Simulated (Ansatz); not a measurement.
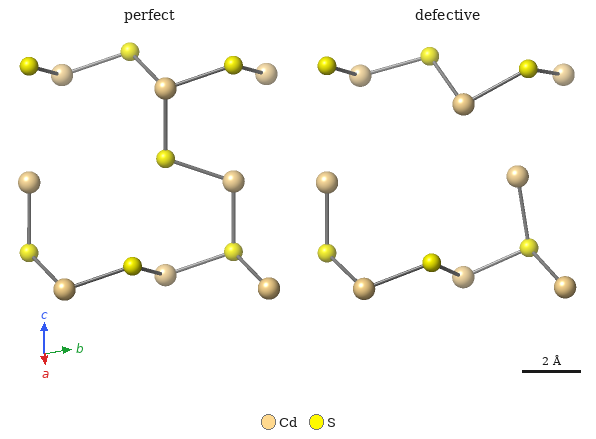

Left: perfect CdS. Right: the same region with one point defect, after relaxing the atoms in a supercell of 96 sites. Style: ball-and-stick. Shown: the atoms within 6.0 Å of one point, in a slice 3.4 Å thick across the line of sight, from a free direction.

Method: Ansatz 0.2.0, DFT, PBEsol, PAW, plane waves. Set-up: plane-wave cutoff 420 eV; k-point mesh 1 × 1 × 1; mesh shifted by (0.25, 0.25, 0.25); no spin polarisation. Fermi-Dirac smearing of 0.01 eV. The axes drawn are those of the host's conventional cell.

What kind of defect was made?

Answer. A sulfur atom is taken out (a vacancy).

The charge state of the cell is 0.

What does the relaxation do around it?

Answer. Around the empty S site the host had 4 Cd at 2.51 to 2.53 Å; after relaxation the nearest atoms are 4 Cd at 1.95 to 2.14 Å. Of the host's atoms, a cadmium atom moves furthest from its site, by 0.58 Å.
